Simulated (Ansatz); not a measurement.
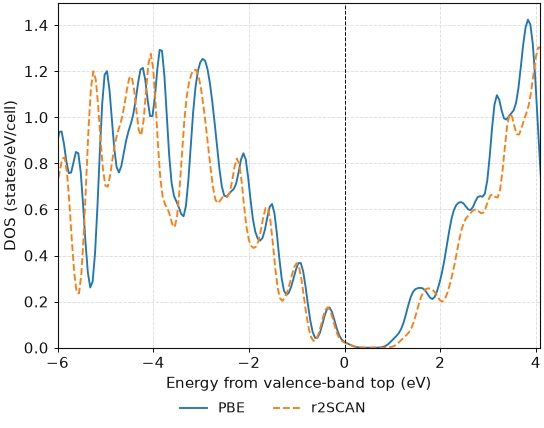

Total densities of states of BAs, space group F-43m, 2 atoms in the cell, zincblende type, hydrostatic strain −3.2%, by two methods on the same cell. The curves are built from the levels of the k mesh with Gaussians 0.3 eV wide, which also blur the band edges. Each is counted from its own valence-band top.

> How do the methods compare?

PBE gives a gap of 1.08 eV and r2SCAN gives a gap of 1.27 eV. In the window shown, the tallest filled peak lies at −3.9 eV in PBE and −4.0 eV in r2SCAN.

Settings. PBE: DFT, PBE, plane waves, PAW, no spin polarisation, 10×10×10 k mesh, 420 eV cutoff, Fermi-Dirac smearing of 0.02 eV (Ansatz 0.2.0). r2SCAN: DFT, r2SCAN, plane waves, PAW, no spin polarisation, 10×10×10 k mesh, 500 eV cutoff (Ansatz).
